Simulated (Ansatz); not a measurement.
## Run report: TaN, single-point calculation

- system: TaN (P1, 2 atoms in the cell)
- method: DFT r2SCAN, scalar-relativistic, plane waves, PAW, no spin polarisation (Ansatz 0.2.0)

The structure derives from an entry of the Crystallography Open Database. It belongs to a series of runs on one base structure; here: atom 2 (N) moved by (+0.300, -0.300) A along [1 1 0] and z. Figures and captions count atoms from 1; the log counts them from 0 in places.

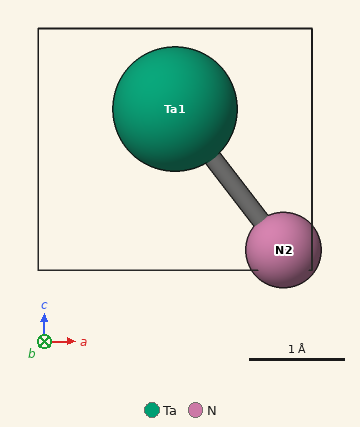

Fig. 1: The structure as given in the input (ball-and-stick view of the cell of the calculation, set on other vectors, along the b axis; atoms are numbered from 1 in the order of the input).

Results in brief

```csv
quantity,value
outcome,converged
space group (tolerance 0.01 Å),P1 (1)
electrons treated,18
free energy,−10330.4566 eV
Fermi energy,20.680 eV
gap on the k-point mesh,none (metallic)
pressure,31.28 GPa
largest force (length of the vector),6.825 eV/Å
hardware,"1 thread of Oxide Virtual Turin-like (Zen 5), 32 GiB of memory available, shared host"
wall time,2.7 min
peak memory,1.4 GiB
```

Spin–orbit coupling is left out, which matters for Ta.

Input
```yaml
crystal:
  lattice:
    - [2.9379988584, 0.0, 0.0]
    - [-1.4689994292, 2.5443816477, 0.0]
    - [0.0, 0.0, 2.883]
  atoms:
    - { symbol: Ta, position: [0.3333333333, 0.6666666667, 0.5] }
    - { symbol: "N", position: [0.1138892619, 0.0833727262, -0.1040582726] }
basis:
  ecutwfc: 500
kpoints:
  mp_grid: { grid: [18, 18, 16] }
hamiltonian:
  xc: r2scan
scf:
  occupations: { method: gaussian, width: 0.15 }
output:
  forces: true
  stress: true
  eigenvalues: true
  write_density: true
  write_potential: true
  elf: true
  volumetric_format: npy
```

Run as:
```bash
ansatz run input.yaml --threads 1 --pin off --max-ram 2560MiB --backend cpu --events-out ev --progress --plain --runs-dir out
```

The program's output
```
Engine: ansatz 0.2.0, x86_64-unknown-linux-gnu
Pseudopotentials: kind: paw
Pseudopotential: Ta, paw, valence charge 13, recommended cutoff 500 eV (meta_gga), Ta.paw.azcp
Pseudopotential: N, paw, valence charge 5, recommended cutoff 500 eV (meta_gga), N.paw.azcp
Functional definition: r2SCAN
  parameter k0 = 0.174
  parameter k1 = 0.065
  parameter a1 = 4.9479
  exchange = r2scan_x(k0 = k0, k1 = k1, a1 = a1)
  correlation = r2scan_c
Crystal: 2 atoms, lattice volume = 21.552 Å³
Basis set: ecut = 500 eV, 551 PW (Γ), exchange–correlation on 96×96×96 points (64 copies of the dense FFT grid, shifted against one another)
Bands: 13, of which v1, the nominal top of the filled ones, is band 9 counted from 1 (8 counted from 0)
Symmetry: 1 space group operations
Space group: P1 (ITA 1), of the structure as read, at distance tolerance 2.8e-5 Å
k-points: 2596 of 5184 (time reversal used)
Non-local potential: Ta, projectors of the file, l = 0: 3, l = 1: 2, l = 2: 2, l = 3: 1
Non-local potential: N, projectors of the file, l = 0: 2, l = 1: 2, l = 2: 1
PAW form: soft (Blöchl's): semilocal exchange-correlation on the pseudo side does not see the compensation charge
PAW frozen core: Ta, regenerated for the run's functional (the file was generated under x = pbe(κ = 0.804, μ = 0.2195149727645171), c = pbe(β = 0.06672455060314922))
PAW frozen core: N, regenerated for the run's functional (the file was generated under x = pbe(κ = 0.804, μ = 0.2195149727645171), c = pbe(β = 0.06672455060314922))
PAW one-centre angular grid: Ta, 590 points (default); XC on 160 Gauss nodes
PAW one-centre angular grid: N, 302 points (default); XC on 160 Gauss nodes
Initial density: superposition of atomic densities (neutral atoms: chi_scale 0, normalization atom), corrected by the library's trained network
Initial wavefunctions: pseudopotential atomic-orbital guess
Functional: x = r2scan, c = r2scan; τ floored in thin density (d = 2e-4 eV/Å³)
SCF iter   1: F=—  HF=-10330.352722 eV  |F-HF|=—  |Δ(HF+E_count)|=         —  Δρ=1.29e-2  dr2=1.29e-2  dr2_τ=1.56e-1  ethr=1.77e-3  ⟨swp⟩=5.6  Hψ=191789  notcnv=0
preconditioner: auto → none  [metal: Δε(μ)=0.007 eV  Ē_g=11.808 eV  σ=0.150 eV  W_gap=0.03  n_scr=8 (ndim 8)  ℏωp=25.3 eV  f_vac=0.000  D(μ)=0.16/eV (n_scr^D=0)  sad-step TF]
SCF iter   2: F=—  HF=-10330.452221 eV  |F-HF|=—  |Δ(HF+E_count)|=   9.95e-2  Δρ=9.47e-3  dr2=1.01e-2  dr2_τ=8.09e-4  ethr=7.17e-5  ⟨swp⟩=2.0  Hψ=77444  notcnv=0
SCF iter   3: F=—  HF=-10330.456975 eV  |F-HF|=—  |Δ(HF+E_count)|=   4.75e-3  Δρ=4.91e-3  dr2=3.95e-3  dr2_τ=5.89e-4  ethr=5.61e-5  ⟨swp⟩=2.0  Hψ=46713  notcnv=0
SCF iter   4: F=—  HF=-10330.456707 eV  |F-HF|=—  |Δ(HF+E_count)|=   2.68e-4  Δρ=1.99e-3  dr2=8.77e-4  dr2_τ=6.18e-5  ethr=2.20e-5  ⟨swp⟩=2.4  Hψ=45609  notcnv=0
SCF iter   5: F=—  HF=-10330.456574 eV  |F-HF|=—  |Δ(HF+E_count)|=   1.33e-4  Δρ=4.94e-4  dr2=5.01e-5  dr2_τ=3.29e-6  ethr=4.87e-6  ⟨swp⟩=2.4  Hψ=43265  notcnv=0
SCF iter   6: F=—  HF=-10330.456568 eV  |F-HF|=—  |Δ(HF+E_count)|=   6.37e-6  Δρ=6.11e-5  dr2=8.15e-7  dr2_τ=7.20e-8  ethr=2.78e-7  ⟨swp⟩=2.0  Hψ=45788  notcnv=0
SCF iter   7: F=-10330.456568 eV  HF=-10330.456568 eV  |F-HF|=1.74e-8  |Δ(HF+E_count)|=   8.05e-8  Δρ=1.11e-5  dr2=2.82e-8  dr2_τ=1.70e-9  ethr=5.56e-10  ⟨swp⟩=7.4  Hψ=224393  notcnv=0
SCF 1 converged in 7 iterations: F = -10330.456568 eV  dr2 = 2.82e-8
  greatest PAW one-centre occupation: 0.998 electrons in one spin orbital (limit 2), on the Ta atom at site 0 (counted from 0), in its partial waves of l = 0
```

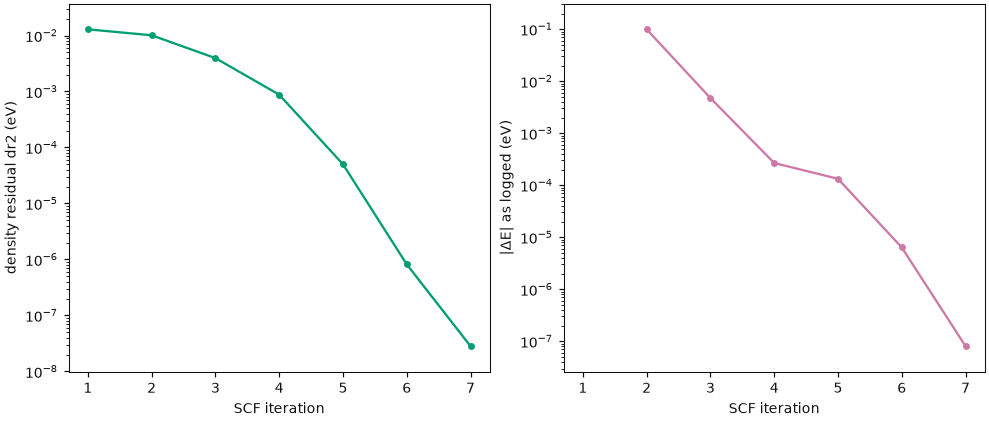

Fig. 2: Convergence of the self-consistent field: density residual dr2 and size of the energy change against the SCF iteration. The residual falls at every step.

```
SCF converged after 7 iterations
Free energy (F): -10330.456568 eV
Harris-Foulkes:  -10330.456568 eV  (|F-HF|=1.74e-8)
Internal energy: -10330.454940 eV  (E = F + TS)
E sigma→0 (E₀):  -10330.455754 eV
Entropy (-TS):   -0.001627 eV (-0.814 meV/atom)
Fermi energy:    20.679854 eV
--- Per-component energies (eV) ---
  E_band       = -68.308925
  E_kinetic    = 506.379691
  E_local      = -642.550229  (includes V_loc(G=0)·N_el)
  E_nonlocal   = 61.558959
  E_hartree    = 221.026847
  E_xc         = -266.664021
  E_vxc        = -309.900945  (∫ρ·V_xc dr)
  E_paw        = -8553.267134  (= ΣΔE_a)
  E_vpaw       = -141.877040  (= ΣTr[D̂ρ^β])
  E_aug_tail   = 0.000102  (compensation charges beyond the density's cutoff)
  E_vtau       = 16.027570  (kinetic-family band-sum trace: ∫τ·v_τ [+ j·A + Jᵃ·Aᵃ] dr)
  E_ewald      = -1656.153310
  E_core_change = -0.785845  (= ΣΔE_core)
  E_smearing   = -0.001627  (= −TS)
  E_closure    = -0.000000  (closes the sum)
  Σ components = -10330.456568   (vs F -10330.456568, Δ=0.00e0)
--- Forces (eV/Å), atoms counted from 1 ---
  atom   1  Ta     2.10039218     3.40124907    -5.53226246
  atom   2  N     -2.10039511    -3.40127182     5.53233090
  max |Σ_I F_I| component: 6.84e-5 eV/Å
--- Stress (GPa, compression-positive) ---
       15.557309      -7.968165     -10.018486
       -7.968169      40.613079     -20.851546
      -10.018497     -20.851554      37.661893
  P = ⅓ Tr σ = 31.2774 GPa (312.774 kbar)
--- Band table (eV; the first three rows and the last of 2596) ---
  k-point 0: bands = ["-49.9951", "-15.8009", "-15.5537", "-15.4396", "1.4199", "13.9057", "14.7625", "15.1357", "19.1646", "21.4359", "22.4227", "24.7507", "25.7320"]
  k-point 1: bands = ["-49.9930", "-15.8383", "-15.5519", "-15.4372", "1.4979", "13.8198", "14.8074", "15.1107", "19.1855", "21.3596", "22.3825", "24.5824", "25.9468"]
  k-point 2: bands = ["-49.9871", "-15.9461", "-15.5444", "-15.4302", "1.7229", "13.5416", "14.9414", "15.0362", "19.3234", "21.0973", "22.3912", "24.1524", "26.1720"]
  k-point 2595: bands = ["-49.8556", "-16.5399", "-16.4295", "-15.6431", "3.0691", "12.5949", "14.2747", "14.9587", "19.3007", "22.8723", "25.7958", "26.3686", "27.3683"]
```

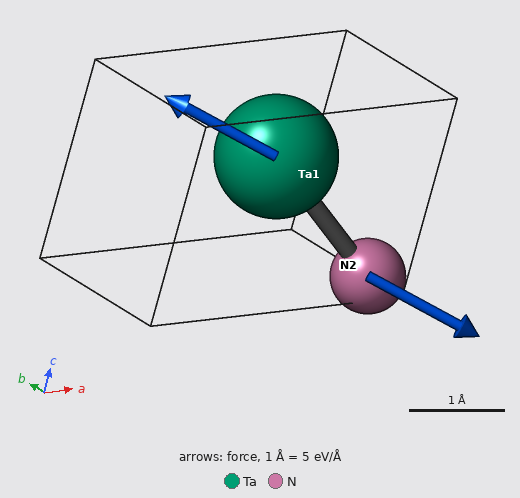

Fig. 3: Forces on the atoms as blue arrows (ball-and-stick view of the cell of the calculation, set on other vectors, seen slightly off an axis; atoms are numbered from 1 in the order of the input). The largest act on N2 (6.83 eV/Å); Ta1 (6.83 eV/Å). The geometry is not a stationary point of this energy.

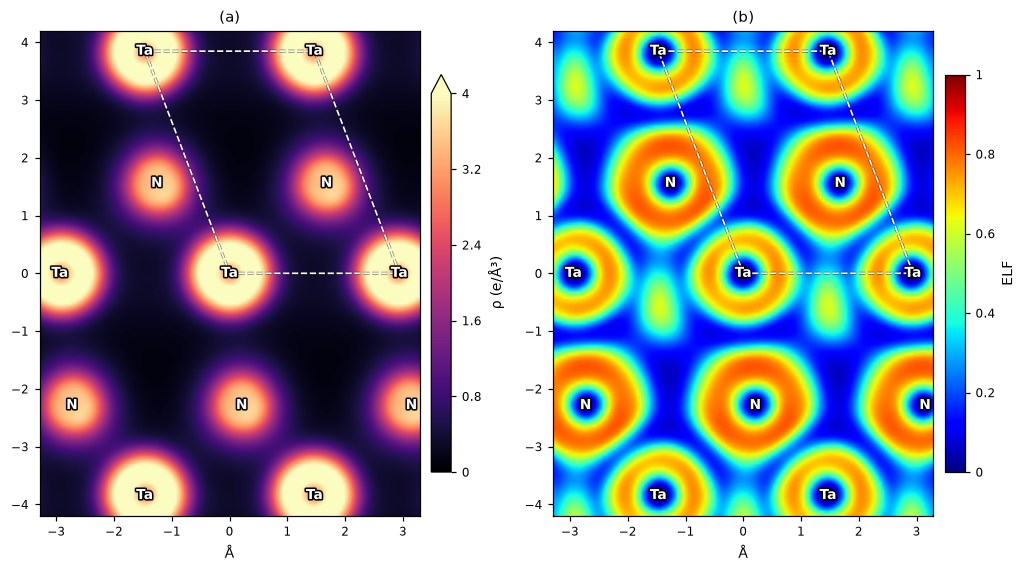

Fig. 4: (a) valence electron density; (b) ELF on the (101̄) plane of the conventional cell. The section cuts through Ta and N sites. Ta–N (2.00 Å): ρ at the midpoint is about 0.91 e/Å³; the ELF peaks at about 0.80 in the valence shell of N, 0.6 Å from its nucleus, and drops to about 0.25 between the two atoms (a polar contact without a shared pair, in a metal). Ta–Ta (2.94 Å): the density is about 0.31 e/Å³ at the midpoint; the ELF is about 0.40 at the midpoint (no localised pair between them). Away from the nuclei the density in this plane falls to 0.11 e/Å³ at its lowest. The strong features right at Ta lie inside the PAW spheres (semicore, d or f shells) and say nothing about bonding. Core electrons are frozen (PAW), so the fields are smoothed inside the atomic spheres.
